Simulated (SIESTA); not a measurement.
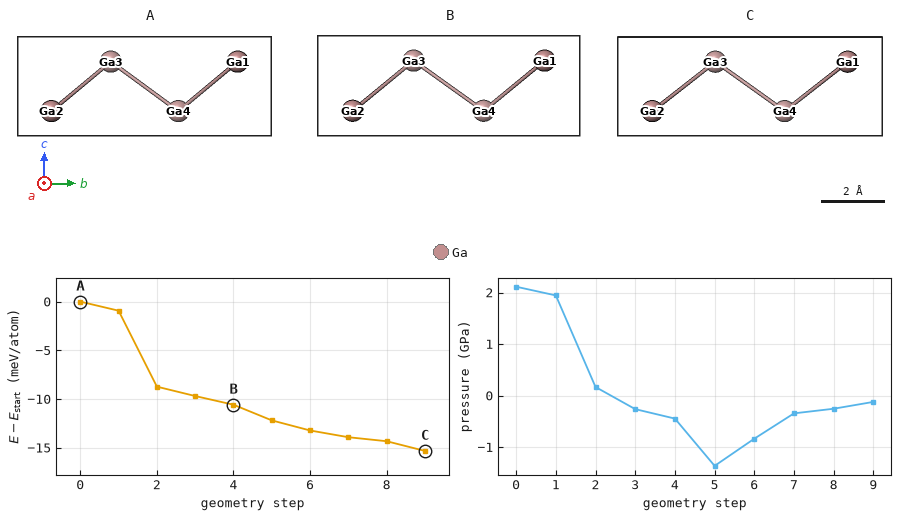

Frames of a relaxation of a crystal of Ga (set up in Cmcm), marked on the history of the run. A ball-and-stick model of the cell of the calculation, seen along the a axis.

The run lets cell and atoms move.

The calculation used SIESTA 5.4.2, Kohn-Sham DFT of a periodic cell, PBE, PseudoDojo 0.4 standard, converted to PSML.

The input:
```python
from ase.io import read
from ase.calculators.siesta import Siesta
from ase.units import Ry, GPa
from ase.optimize import BFGS
from ase.filters import FrechetCellFilter

atoms = read("Ga.cif")

fdf = {
    'SCFMustConverge': False,
    'OccupationFunction': 'FD',
    'ElectronicTemperature': '0.05 eV',
    'MaxSCFIterations': '120',
    'SCF.Mixer.Method': 'Pulay',
    'SCF.Mixer.Weight': '0.25',
    'SCF.Mixer.History': '8',
    'SCF.DM.Tolerance': '5.0e-05',
    'SCF.H.Tolerance': '1.0e-03 eV',
    'WriteForces': 'true',
    'Charge.Mulliken': 'end',
    'PAO.Basis': ['Ga.1 4', 'n=4 0 2', '  6.575 0.000', 'n=4 1 2', '  9.448 0.000', 'n=3 2 2', '  3.582 0.000', 'n=4 2 1', '  9.448'],
}
calc = Siesta(
    label="Ga",
    command="siesta < PREFIX.fdf > PREFIX.out",
    pseudo_path="pseudos",
    pseudo_qualifier="",
    xc=('GGA', 'PBE'),
    basis_set="DZP",
    mesh_cutoff=800 * Ry,
    energy_shift=0.003 * Ry,
    kpts=[7, 3, 6],
    spin="non-polarized",
    fdf_arguments=fdf,
)
atoms.calc = calc

opt = BFGS(FrechetCellFilter(atoms), trajectory="relax.traj")
converged = opt.run(fmax=0.04, steps=40)
print("converged:", converged)
print("cell (A):", atoms.cell.cellpar().round(5))
print("scaled positions:")
print(atoms.get_scaled_positions().round(6))
print(f"energy = {atoms.get_potential_energy():.6f} eV")
free = atoms.get_potential_energy(force_consistent=True)
print(f"free energy = {free:.6f} eV")
print("forces (eV/A):")
print(atoms.get_forces(apply_constraint=False).round(6))
print("stress (GPa, Voigt order, tension positive):", (atoms.get_stress() / GPa).round(4))
```

Command:
```bash
python run.py
```

**What happens along the run?**

The run was cut off at its time limit before the relaxation converged, so the last structure is only a point on the way. The largest moves relative to the cell, 0.019 Å, are those of Ga1, Ga2, Ga3 and Ga4. Ga2 goes along −b. The volume changes by +3.9 %, with a 2.900 → 2.892 Å (−0.3 %), b 8.130 → 8.478 Å (+4.3 %), c 3.170 → 3.166 Å (−0.1 %). Among the contacts that change: Ga1–Ga4 2.869 → 2.947 Å, Ga1–Ga2 2.681 → 2.725 Å, Ga1–Ga1 2.900 → 2.892 Å. The space group stays Cmcm (No. 63). The energy falls by 15.3 meV per atom in 9 geometry steps. Largest force component: 0.055 eV/Å at the start, 0.12 eV/Å at the end. Pressure: 2.11 GPa at the start and −0.12 GPa at the end. Cost: 36 min on 1 thread of Arm Neoverse V2, with other jobs on the host, peak memory 0.79 GiB. From step 0 to 4: volume +5.0 %, energy −10.6 meV per atom. From step 4 to 9: Ga atoms move most (0.02 Å), volume −1.1 %, energy −4.7 meV per atom.

```json
{"step": "0", "E − E(0), meV/atom": "0.00", "largest force component, eV/Å": "0.0548", "pressure, GPa": "2.11", "volume, Å³/atom": "18.685"}
{"step": "1", "E − E(0), meV/atom": "-0.93", "largest force component, eV/Å": "0.0357", "pressure, GPa": "1.94", "volume, Å³/atom": "18.734"}
{"step": "2", "E − E(0), meV/atom": "-8.73", "largest force component, eV/Å": "0.0967", "pressure, GPa": "0.17", "volume, Å³/atom": "19.363"}
{"step": "3", "E − E(0), meV/atom": "-9.69", "largest force component, eV/Å": "0.1305", "pressure, GPa": "-0.26", "volume, Å³/atom": "19.531"}
{"step": "4", "E − E(0), meV/atom": "-10.58", "largest force component, eV/Å": "0.1280", "pressure, GPa": "-0.45", "volume, Å³/atom": "19.623"}
{"step": "5", "E − E(0), meV/atom": "-12.19", "largest force component, eV/Å": "0.0096", "pressure, GPa": "-1.36", "volume, Å³/atom": "19.925"}
{"step": "6", "E − E(0), meV/atom": "-13.23", "largest force component, eV/Å": "0.0014", "pressure, GPa": "-0.84", "volume, Å³/atom": "19.733"}
{"step": "7", "E − E(0), meV/atom": "-13.92", "largest force component, eV/Å": "0.0390", "pressure, GPa": "-0.34", "volume, Å³/atom": "19.569"}
{"step": "8", "E − E(0), meV/atom": "-14.33", "largest force component, eV/Å": "0.0725", "pressure, GPa": "-0.25", "volume, Å³/atom": "19.521"}
{"step": "9", "E − E(0), meV/atom": "-15.33", "largest force component, eV/Å": "0.1159", "pressure, GPa": "-0.12", "volume, Å³/atom": "19.408"}
```
